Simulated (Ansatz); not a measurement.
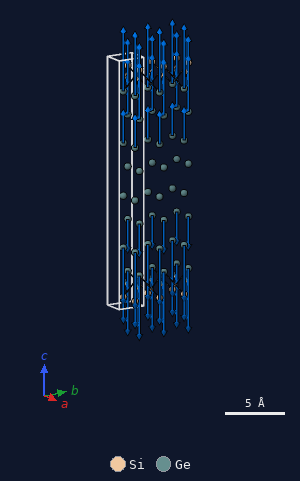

This is a relaxation of solid SiGe₄ (a generated structure, set up in P-3m1). The starting structure is drawn; blue arrows show the displacements (the part carried along by the change of the cell is left out), magnified 50 times.

A ball-and-stick model of the cell of the calculation, repeated 2 × 3 × 1 with one cell outlined, seen slightly off an axis.

The calculation used DFT PBE, scalar-relativistic, plane waves, PAW in Ansatz. (plane-wave cutoff 420 eV; k-point mesh 12 × 12 × 2; occupations gaussian; smearing width 0.1 eV; no spin polarisation; cell and atoms relaxed; force threshold 0.01 eV/Å; at most 80 steps)

Q: Atoms of which element are displaced furthest, and by how much?

A: Germanium: up to 0.11 Å, against 0.05 Å for silicon.

Q: Describe the change and its energy.

A: The energy falls by 4.6 meV per atom in 5 accepted moves (8 points after the start). Largest force component: 0.24 eV/Å at the start, 0.0042 eV/Å at the end. Pressure: 0.29 GPa at the start and −0.01 GPa at the end. The line search rejected the trial steps at points 2, 6 of the run. The SCF was repeated once at an unchanged geometry on a basis and grid sized afresh for the cell, which shifted the energy by less than 0.05 meV per atom at most. The largest moves relative to the cell, 0.11 Å, are those of Ge atoms. Largest moves by element: Ge 0.11 Å, Si 0.05 Å. The volume changes by +1.4 %, with a = b 3.169 → 3.196 Å (+0.9 %), c 21.529 → 21.466 Å (−0.3 %). Some distances before and after: Si–Si 2.523 → 2.465 Å, Ge–Si 2.712 → 2.671 Å. Among the angles between lasting bonds that change: Si–Si–Ge 91.1° → 87.8°, Si–Si–Si 77.8° → 80.8°, Ge–Si–Ge 71.5° → 73.5°. The space group stays P-3m1 (No. 164).
